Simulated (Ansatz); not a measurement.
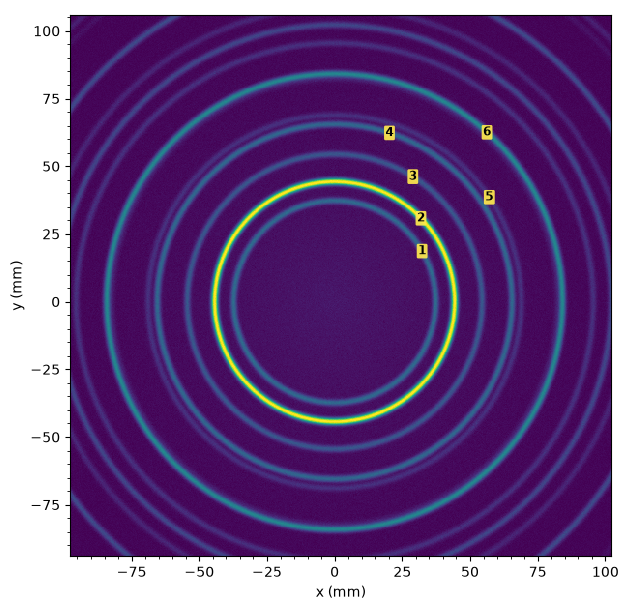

Simulated X-ray powder rings on a flat area detector normal to the beam: λ = 0.7107 Å, sample-to-detector distance 130 mm, axes in mm from the beam centre, for a mixture of two phases. Kinematic intensities with B = 1.0 Å² for all atoms, without absorption; brightness goes as intensity to the power 0.6, clipped at the top, with counting noise. Reflections closer than the ring width show as one ring.

Phase I: Rh (Im-3m), a = 3.073 Å, b = 3.073 Å, c = 3.073 Å, α = 90.00°, β = 90.00°, γ = 90.00°; the input geometry of an electronic-structure calculation (not necessarily at equilibrium); the starting structure was generated, so it need not be a known form of this composition.
Phase II: Rh (Pm-3m), a = 2.551 Å, b = 2.551 Å, c = 2.551 Å, α = 90.00°, β = 90.00°, γ = 90.00°; the input geometry of an electronic-structure calculation (not necessarily at equilibrium); the starting structure was generated, so it need not be a known form of this composition.
Volume fractions 0.8 and 0.2.

Assign each numbered ring to its phase and index it.

Answer.
| ring | radius | d (Å) | phase | hkl |
| --- | --- | --- | --- | --- |
| 1 | 37.3 mm | 2.55 | II | 100 |
| 2 | 44.3 mm | 2.17 | I | 110 |
| 3 | 54.4 mm | 1.804 | II | 110 |
| 4 | 65.5 mm | 1.536 | I | 200 |
| 5 | 68.9 mm | 1.473 | II | 111 |
| 6 | 84.1 mm | 1.254 | I | 211 |
